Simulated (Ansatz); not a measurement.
Input file:

```
crystal:
  lattice:
    - [-1.538900875, 1.538900875, 7.14310203]
    - [1.538900875, -1.538900875, 7.14310203]
    - [1.538900875, 1.538900875, -7.14310203]
  atoms:
    - { symbol: Al, position: [0.0, 0.0, 0.0] }
    - { symbol: Al, position: [0.80618462, 0.80618462, 0.0] }
    - { symbol: Al, position: [0.19381538, 0.19381538, 0.0] }
    - { symbol: Ru, position: [0.60586857, 0.60586857, 0.0] }
    - { symbol: Ru, position: [0.39413143, 0.39413143, 0.0] }
basis:
  ecutwfc: 500
kpoints:
  mp_grid: { grid: [16, 16, 16] }
hamiltonian:
  xc: r2scan
scf:
  occupations: { method: gaussian, width: 0.1 }
output:
  forces: true
  stress: true
  eigenvalues: true
  write_density: true
  write_potential: true
  elf: true
  volumetric_format: npy
relax:
  adjacent_minimum: "off"
  f_tol: 0.005
  max_steps: 80
  cell: { stress_tol: 0.05 }
```

Command:

```sh
ansatz run input.yaml --threads 1 --pin off --max-ram 2560MiB --backend cpu --events-out ev --progress --plain --runs-dir out
```

Below, planes, directions and counts refer to the conventional cell (a = 3.08 Å, b = 3.08 Å, c = 14.27 Å, α = 90.00°, β = 90.00°, γ = 90.00°).

The fields are those of the run's last geometry, not of the input's.

Space group I4/mmm; a structure from a database of computed crystals, not necessarily the ambient phase; computed without spin polarisation.

All numbers below come from DFT r2SCAN, scalar-relativistic, plane waves, PAW (Ansatz).

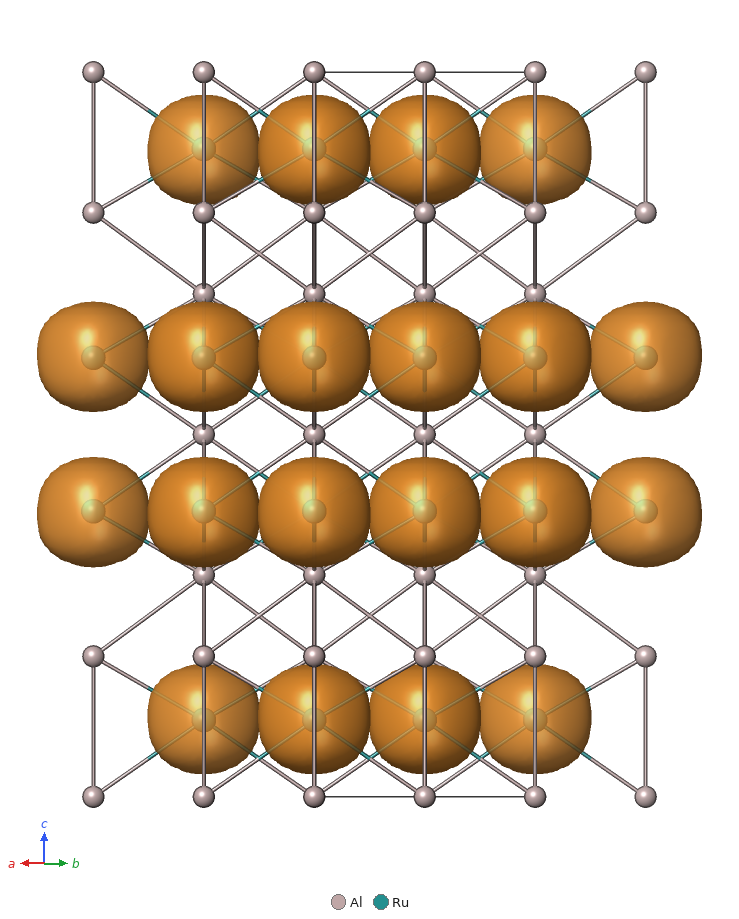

Al3Ru2. Isosurface of the valence pseudo-density at 0.5 e/Å³ (orange), seen along [110]. Sticks mark near contacts.

Core electrons are frozen (PAW), and the valence fields are smoothed inside the atomic spheres.

Q: How is the density connected at this value?

A: At this value the density breaks into separate islands; it holds about 65 % of the electrons treated as valence (semicore included). It bridges none of the near contacts. It is pinched off along the sampled Al–Ru (2.51 Å), Al–Al (2.70 Å), Al–Ru (2.65 Å) and Al–Al (2.77 Å) contacts. On the grid the lowest density along these lines, outside the cores, is 0.3 e/Å³ (Al–Ru, 2.51 Å), 0.21 e/Å³ (Al–Al, 2.70 Å), 0.24 e/Å³ (Al–Ru, 2.65 Å) and 0.22 e/Å³ (Al–Al, 2.77 Å).

Q: Metal or insulator at this level of theory?

A: It is metallic or semimetallic at this level of theory: no gap opens.
